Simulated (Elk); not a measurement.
**Dielectric function and optical constants of CdS (Hawleyite)**

Aim: the dielectric function of CdS (Hawleyite), and the optical constants that follow from it.

Method: DFT, PBE, all-electron APW+lo, Dirac cores, scalar-relativistic bands, independent-particle optical response without local fields, in Elk 11.2.3 (patched build).

## Step 1: The starting structure

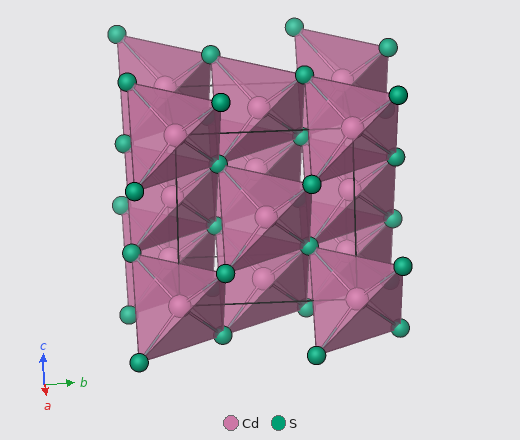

The starting structure, seen slightly off an axis (cadmium pink, sulfur teal). This picture shows the conventional cell, with its axes. Some periodic images of atoms are drawn too.

As a file:

```cif
data_structure
_symmetry_space_group_name_H-M 'F-43m'
_symmetry_Int_Tables_number 216
_cell_length_a 5.8330
_cell_length_b 5.8330
_cell_length_c 5.8330
_cell_angle_alpha 90.000
_cell_angle_beta 90.000
_cell_angle_gamma 90.000
_cell_volume 198.46
loop_
_atom_site_label
_atom_site_type_symbol
_atom_site_symmetry_multiplicity
_atom_site_Wyckoff_symbol
_atom_site_fract_x
_atom_site_fract_y
_atom_site_fract_z
_atom_site_occupancy
Cd1 Cd 4 a 0.00000 0.00000 0.00000 1
S1 S 4 c 0.25000 0.25000 0.25000 1
```

## Step 2: Ground state

First the ground state: is it a metal or has it a gap?

This step: DFT, PBE, all-electron APW+lo, Dirac cores, scalar-relativistic bands, ground state (Elk 11.2.3 (patched build)).

The input, elk.in:

```
tasks
  0
  120

xctype
  20

nempty
  14

lorbcnd
  .true.

rgkmax
  7.0

swidth
  0.0018375

maxscl
  100

epsengy
  1e-05

sppath
  './'

avec
  0.000000000000 5.511386242471 5.511386242471
  5.511386242471 0.000000000000 5.511386242471
  5.511386242471 5.511386242471 0.000000000000

atoms
  2
  'Cd.in'
  1
  0.000000000000 0.000000000000 0.000000000000   0.000 0.000 0.000
  'S.in'
  1
  0.750000000000 0.750000000000 0.750000000000   0.000 0.000 0.000

ngridk
  10 10 10
```

Command:

```bash
$ OMP_NUM_THREADS=4 elk
```

Numbers of over 12 decimals in the logs are rounded to 6 here.

Log:

```text
┌─────────────────────────┐
│ Elk code version 11.2.3 │
└─────────────────────────┘

All units are atomic (Hartree, Bohr, etc.)

┌─────────────────────────────────────────────────┐
│ Ground-state run starting from atomic densities │
└─────────────────────────────────────────────────┘

Lattice vectors :
   0.000000000       5.511386242       5.511386242
   5.511386242       0.000000000       5.511386242
   5.511386242       5.511386242       0.000000000

Reciprocal lattice vectors :
 -0.5700185970      0.5700185970      0.5700185970
  0.5700185970     -0.5700185970      0.5700185970
  0.5700185970      0.5700185970     -0.5700185970

Unit cell volume      :    334.8208843
Brillouin zone volume :   0.7408445084

Muffin-tin inner radius fraction :   0.1000000000E-01

Nuclei treated as point charges

Species : 1 (Cd)
 parameters loaded from : Cd.in
 name : cadmium
 nuclear charge    :   -48.00000000
 electronic charge :    48.00000000
 atomic mass :    204912.7176
 muffin-tin radius :    2.558291935
 number of radial points in muffin-tin :   1193
 inner part over the whole radius :   0.9885644014E-02
 number on inner part of muffin-tin    :    849
 approximate nuclear radius :   0.8708852602E-04
 number of mesh points to nuclear radius :    426
 atomic positions (lattice), magnetic fields (Cartesian) :
  1 :   0.00000000  0.00000000  0.00000000    0.00000000  0.00000000  0.00000000

Species : 2 (S)
 parameters loaded from : S.in
 name : sulphur
 nuclear charge    :   -16.00000000
 electronic charge :    16.00000000
 atomic mass :    58450.91931
 muffin-tin radius :    2.164708561
 number of radial points in muffin-tin :    793
 inner part over the whole radius :   0.9938940914E-02
 number on inner part of muffin-tin    :    554
 approximate nuclear radius :   0.6195814986E-04
 number of mesh points to nuclear radius :    251
 atomic positions (lattice), magnetic fields (Cartesian) :
  1 :   0.75000000  0.75000000  0.75000000    0.00000000  0.00000000  0.00000000

Total number of atoms per unit cell :    2
Total muffin-tin volume :    112.6256821
 ratio of muffin-tin to unit cell volume :   0.3363759173

Spin treatment :
 spin-unpolarised

Number of Bravais lattice symmetries :   48
Number of crystal symmetries         :   24
Crystal has no inversion symmetry
Complex Hermitian eigensolver will be used

k-point grid :     10    10    10
k-point offset :    0.000000000       0.000000000       0.000000000
k-point set is reduced with full crystal symmetry group
Total number of k-points :       73

Muffin-tin radius times maximum |G+k| :    7.000000000
 using average radius
Maximum |G+k| for APW functions       :    2.964217347
Maximum (1/2)|G+k|²                   :    4.393292240
Maximum |G| for potential and density :    12.00000000
Constant for pseudocharge density :    8
 order of it for each species :   15  15
 order of it for pair densities of each species (exact exchange by exxq0 0: 15) :   11   7
Radial integration step length :    1

G-vector grid sizes :     30    30    30
Number of G-vectors :     9841

Maximum angular momentum used for
 APW functions            :    8
 outer part of muffin-tin :    6
 inner part of muffin-tin :    2

Total nuclear charge    :   -64.00000000
Total core charge       :    40.00000000
Total valence charge    :    24.00000000
Total excess charge     :    0.000000000
Total electronic charge :    64.00000000

Effective Wigner radius, rₛ :    1.076914733

Number of empty states         :     28
Total number of valence states :     41
Total number of core states    :     40

Conduction state local-orbitals added automatically
Third-order local-orbitals added for an l without core states : F
Total number of local-orbitals :    120

Exchange-correlation functional :     20     0     0
 Perdew-Burke-Ernzerhof, Phys. Rev. Lett. 77, 3865 (1996)
 gradient requirement :    1
 generalised gradient approximation (GGA)

Smearing type :    3
 Fermi-Dirac
Smearing width :   0.1837500000E-02
Effective electronic temperature (K) :    580.2366081

Mixing type :    3
 Broyden mixing, J. Phys. A: Math. Gen. 17, L317 (1984)

Kohn-Sham potential initialised from atomic data

┌──────────────────────────────┐
│ Self-consistent loop started │
└──────────────────────────────┘

┌─────────────────┐
│ Loop number : 1 │
└─────────────────┘

Energies :
 Fermi                       :     0.71150730282129E-02
 sum of occupied eigenvalues :     -3591.9873357770
 electron kinetic            :      6267.4509630364
 core electron kinetic       :      6069.7146374099
 Coulomb                     :     -12082.646727967
 Coulomb potential           :     -9622.2176781041
 nuclear-nuclear             :     -588.28305535206
 electron-nuclear            :     -13378.416682724
 Hartree                     :      1884.0530101087
 Madelung                    :     -7271.5378889149
 xc potential                :     -237.22062070930
 exchange                    :     -177.21754816854
 correlation                 :     -3.199195
 electron entropic           :    -0.71074701299441E-11
 total energy                :     -5995.6125083570

Density of states at Fermi energy :   0.1035725398E-06
 (states/Hartree/unit cell)

Estimated indirect band gap :   0.6659707209E-01
 from k-point 1 to k-point 1
Estimated direct band gap   :   0.6659707209E-01
 at k-point 1

Charges :
 core                        :    40.00000000
 valence                     :    24.00000000
 interstitial                :    2.904434687
 muffin-tins (core leakage)
  species : 1 (Cd)
   atom 1                    :    46.38704771     (  0.3176532120E-03)
  species : 2 (S)
   atom 1                    :    14.70851760     (  0.8705029373E-04)
 total in muffin-tins        :    61.09556531
 total calculated charge     :    63.99920376
 total charge                :    64.00000000
 error                       :   0.7962406228E-03

┌─────────────────┐
│ Loop number : 2 │
└─────────────────┘

Energies :
 Fermi                       :     0.83354315149278E-02
 sum of occupied eigenvalues :     -3591.9652068582
 electron kinetic            :      6267.2380170145
 core electron kinetic       :      6069.5319532465
 Coulomb                     :     -12082.680836285
 Coulomb potential           :     -9622.1571643156
 nuclear-nuclear             :     -588.28305535206
 electron-nuclear            :     -13378.543784346
 Hartree                     :      1884.1460034129
 Madelung                    :     -7271.6022541268
 xc potential                :     -237.04605955701
 exchange                    :     -177.21889460543
 correlation                 :     -3.199279
 electron entropic           :    -0.76452433187053E-11
 total energy                :     -5995.8609927837

Density of states at Fermi energy :   0.1121066351E-06
 (states/Hartree/unit cell)

Estimated indirect band gap :   0.6620435131E-01
 from k-point 1 to k-point 1
Estimated direct band gap   :   0.6620435131E-01
 at k-point 1

Charges :
 core                        :    40.00000000
 valence                     :    24.00000000
 interstitial                :    2.906092620
 muffin-tins (core leakage)
  species : 1 (Cd)
   atom 1                    :    46.39129018     (  0.3173172196E-03)
  species : 2 (S)
   atom 1                    :    14.70261720     (  0.8712857013E-04)
 total in muffin-tins        :    61.09390738
 total calculated charge     :    63.99920545
 total charge                :    64.00000000
 error                       :   0.7945533889E-03

RMS change in Kohn-Sham potential (target) :   0.3564819394     (  0.1000000000E-05)
Absolute change in total energy (target)   :   0.2484844267     (  0.1000000000E-04)

[... 13 loops left out ...]

┌──────────────────┐
│ Loop number : 16 │
└──────────────────┘

Energies :
 Fermi                       :     0.121758
 sum of occupied eigenvalues :     -3586.5016538084
 electron kinetic            :      6268.1839553560
 core electron kinetic       :      6069.1637097936
 Coulomb                     :     -12083.013780340
 Coulomb potential           :     -9619.5821198625
 nuclear-nuclear             :     -588.28305535206
 electron-nuclear            :     -13381.690749280
 Hartree                     :      1886.9600242918
 Madelung                    :     -7273.2227204091
 xc potential                :     -235.10348930188
 exchange                    :     -177.22806563443
 correlation                 :     -3.202357
 electron entropic           :    -0.31169749925331E-08
 total energy                :     -5995.2602471488

Density of states at Fermi energy :   0.7099614902E-04
 (states/Hartree/unit cell)

Estimated indirect band gap :   0.4188338734E-01
 from k-point 1 to k-point 1
Estimated direct band gap   :   0.4188338734E-01
 at k-point 1

Charges :
 core                        :    40.00000000
 valence                     :    24.00000000
 interstitial                :    2.974959531
 muffin-tins (core leakage)
  species : 1 (Cd)
   atom 1                    :    46.58738908     (  0.3057997081E-03)
  species : 2 (S)
   atom 1                    :    14.43765139     (  0.8864202862E-04)
 total in muffin-tins        :    61.02504047
 total calculated charge     :    63.99928978
 total charge                :    64.00000000
 error                       :   0.7102182662E-03

RMS change in Kohn-Sham potential (target) :   0.1849852750E-07 (  0.1000000000E-05)
Absolute change in total energy (target)   :   0.4753132089E-05 (  0.1000000000E-04)

Convergence targets achieved

┌──────────────────┐
│ Loop number : 17 │
└──────────────────┘

Energies :
 Fermi                       :     0.121758
 sum of occupied eigenvalues :     -3586.5016536783
 electron kinetic            :      6268.1839555691
 core electron kinetic       :      6069.1637099212
 Coulomb                     :     -12083.013780284
 Coulomb potential           :     -9619.5821198920
 nuclear-nuclear             :     -588.28305535206
 electron-nuclear            :     -13381.690749125
 Hartree                     :      1886.9600241936
 Madelung                    :     -7273.2227203378
 xc potential                :     -235.10348935538
 exchange                    :     -177.22806562828
 correlation                 :     -3.202357
 electron entropic           :    -0.31169802477972E-08
 total energy                :     -5995.2602468734

Density of states at Fermi energy :   0.7099627868E-04
 (states/Hartree/unit cell)

Estimated indirect band gap :   0.4188338065E-01
 from k-point 1 to k-point 1
Estimated direct band gap   :   0.4188338065E-01
 at k-point 1

Charges :
 core                        :    40.00000000
 valence                     :    24.00000000
 interstitial                :    2.974959535
 muffin-tins (core leakage)
  species : 1 (Cd)
   atom 1                    :    46.58738908     (  0.3057997054E-03)
  species : 2 (S)
   atom 1                    :    14.43765139     (  0.8864202824E-04)
 total in muffin-tins        :    61.02504047
 total calculated charge     :    63.99928978
 total charge                :    64.00000000
 error                       :   0.7102182657E-03

┌──────────────────────────────┐
│ Self-consistent loop stopped │
└──────────────────────────────┘

Warning : core states of species 1 leak from the muffin-tin :   0.3057997054E-03

Wrote STATE.OUT
```

It took 15 s on 4 threads of Arm Neoverse V2, shared host; peak memory 0.12 GiB.

This step gave:

| Quantity | Value |
| --- | --- |
| total energy | -5995 Ha |
| Fermi energy | 3.313 eV |
| DOS at the Fermi level | 2.61e-6 states/eV/cell |
| gap on the k-mesh | 1.140 eV |
| direct gap on the mesh | 1.140 eV |

There is a gap, 1.14 eV on this mesh (points off the mesh can give less), so no carriers' term is needed.

## Step 3: Independent particles

With the density converged, the vertical transitions are summed over the zone.

This step: DFT, PBE, all-electron APW+lo, Dirac cores, scalar-relativistic bands, independent-particle optical response without local fields (Elk 11.2.3 (patched build)).

Edit elk.in of step 2 so:

```diff
@@ -1,4 +1,6 @@
 tasks
-  0
-  120
+  121
+
+optcomp
+  1 1
 
@@ -17,9 +19,7 @@
 swidth
-  0.0018375
+  0.0036749
 
-maxscl
-  100
-
-epsengy
-  1e-05
+wplot
+  400 100 0
+  0.0 0.80849
```

Command:

```bash
$ OMP_NUM_THREADS=4 elk
```

Log:

```text
┌─────────────────────────────────┐
│ Elk code version 11.2.3 started │
└─────────────────────────────────┘

Info(readinput): the functional depends on the density's gradient
 muffin-tin radial points multiplied by    2.00000
 (not where nrmtscf is given)

┌────────────────────┐
│ Current task : 121 │
└────────────────────┘
Info(checkmt): changed muffin-tin radius of species 1 (Cd) from   2.6000 to   2.5583
Info(checkmt): changed muffin-tin radius of species 2 (S) from   2.2000 to   2.1647

Info(dielectric):
 dielectric tensor written to EPSILON_ij.OUT
 optical conductivity written to SIGMA_ij.OUT
 for components
  i = 1, j = 1

┌──────────────────┐
│ Elk code stopped │
└──────────────────┘
```

It took 1.4 s on 4 threads; peak memory 0.04 GiB; 5.7 s of CPU time.

Read-outs, printed or worked out from the files:

```
electronic dielectric constant ε∞, mean over x, y and z (by symmetry where fewer were run) : 6.452
centre of weight of the strongest loss peak in the window                                  : 16.31 eV
```

The Im ε, E ∥ x has structure finer than the step of the table below, so its rows give means over 1 eV, whole bins alone (the curve runs from 0 to 21.9 eV). Peaks (eV: height): 1.2: 1.77, 1.9: 3.00, 3.9: 6.33, 4.2: 6.56, 5.2: 6.28, 6.0: 9.37, 7.6: 8.12.

Sum at mesh points, not converged in k; values under the direct gap are tails of Lorentzian lines. Im ε, E ∥ x against photon energy; means over each step:

```csv
photon energy (eV),"Im ε, E ∥ x"
1,0.569
2,1.55
3,2.50
4,4.63
5,4.79
6,7.97
7,6.70
8,5.90
9,2.68
10,1.68
11,1.61
12,1.29
13,0.917
14,0.951
15,0.764
16,0.552
17,0.517
18,0.418
19,0.371
20,0.529
21,0.416
```

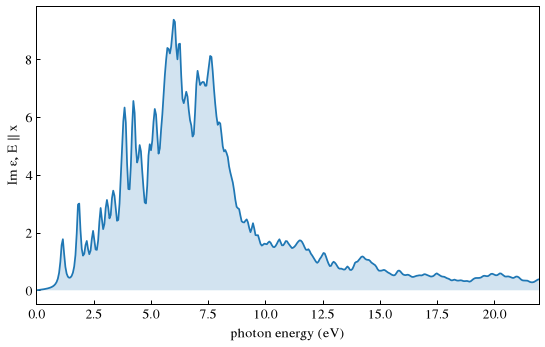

Im ε, E ∥ x, plotted against photon energy.

The reflectivity at normal incidence, E ∥ x has structure finer than the step of the table below, so its rows give means over 1 eV, whole bins alone (the curve runs from 0 to 21.9 eV). Peaks (eV: height): 3.8: 28.9, 4.2: 29.0, 6.3: 37.3, 8.7: 49.8, 12.1: 32.4, 12.8: 31.4, 14.9: 24.6.

Sum at mesh points, not converged in k. Table of reflectivity at normal incidence, E ∥ x by photon energy; means over each step:

```csv
photon energy (eV),"reflectivity at normal incidence, E ∥ x (%)"
1,20.0
2,20.9
3,22.4
4,25.4
5,24.6
6,33.5
7,32.1
8,43.6
9,44.8
10,35.0
11,25.9
12,28.5
13,25.0
14,14.7
15,21.0
16,14.1
17,9.14
18,8.60
19,3.66
20,4.71
21,5.61
```

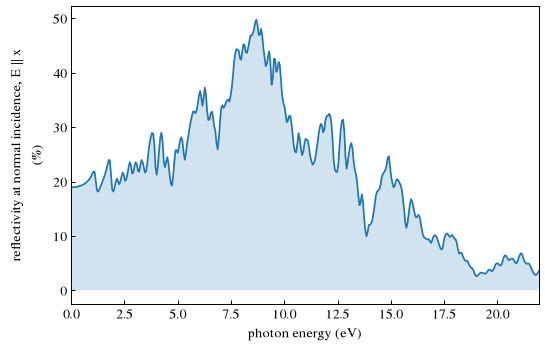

Reflectivity at normal incidence, E ∥ x against photon energy.

The loss function −Im 1/ε at q → 0, E ∥ x has structure finer than the step of the table below, so its rows give means over 1 eV, whole bins alone (the curve runs from 0 to 21.9 eV). Peaks (eV: height): 12.3: 0.948, 13.7: 1.40, 15.6: 1.88, 16.4: 1.88, 18.0: 1.73, 21.1: 1.36.

Sum at mesh points, not converged in k; values under the direct gap are tails of Lorentzian lines. The loss function −Im 1/ε at q → 0, E ∥ x by energy loss; means over each step:

```csv
energy loss (eV),"loss function −Im 1/ε at q → 0, E ∥ x"
1,0.0123
2,0.0317
3,0.0443
4,0.0735
5,0.0851
6,0.104
7,0.144
8,0.150
9,0.251
10,0.463
11,0.579
12,0.690
13,1.04
14,1.05
15,1.33
16,1.71
17,1.48
18,1.54
19,0.893
20,0.968
21,1.18
```

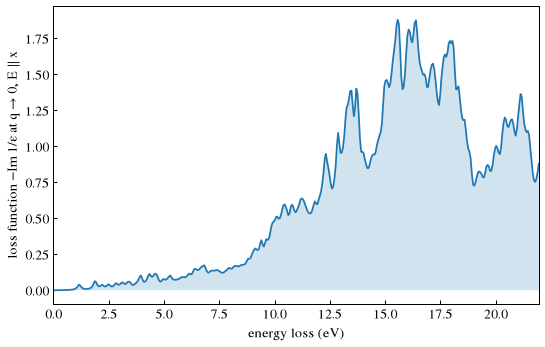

Loss function −Im 1/ε at q → 0, E ∥ x, plotted against energy loss.

From ε follow the optical constants at some laser and lamp lines:

```csv
wavelength (nm),n,k,R (%),1/α
1550,2.63,0.037,20.2,3.3 µm
1064,2.55,0.328,19.8,259 nm
800,2.68,0.097,20.9,655 nm
633,2.43,0.347,18.3,146 nm
450,2.81,0.432,23.5,83 nm
308,2.51,0.700,21.6,35 nm
248,2.67,0.912,25.3,22 nm
```

Below the direct gap, k and the depth come from the tails of the Lorentzian lines, not from transitions.

Rows near the edge hang on the gap, which this functional as a rule makes too small, and phonon-assisted absorption is left out.

## Step 4: Results

* electronic dielectric constant ε∞, mean over x, y and z (by symmetry where fewer were run) (independent particles): 6.45
* centre of weight of the strongest loss peak in the window, first axis: 16.3 eV

At this level (PBE, independent particles) CdS has ε∞ = 6.45 and n = 2.63 at 1550 nm. On the mesh the gap is 1.14 eV and the least direct gap 1.14 eV. Excitons and phonon-assisted transitions are missing, and so are local fields; PBE gaps are as a rule too small, which pulls the onset down and ε∞ up. The sum runs over mesh points 0.19 Å⁻¹ apart with no interpolation, so peaks are partly noise of the mesh; over so small a direct gap single mesh points weigh heavily, so ε∞, n and their changes from run to run can be far off.

[Machine, clock and banner lines and Python warnings are left out of the logs.]

[Logs are printed without paths, hosts, clocks, repeated set-up lines and the standing remarks that a program may print on its own settings, such as how far it seeks lower states.]

[Hosts, paths, dates, database ids (printed as entryN), source tags and the programs' standing remarks are cut or masked in the printed files.]
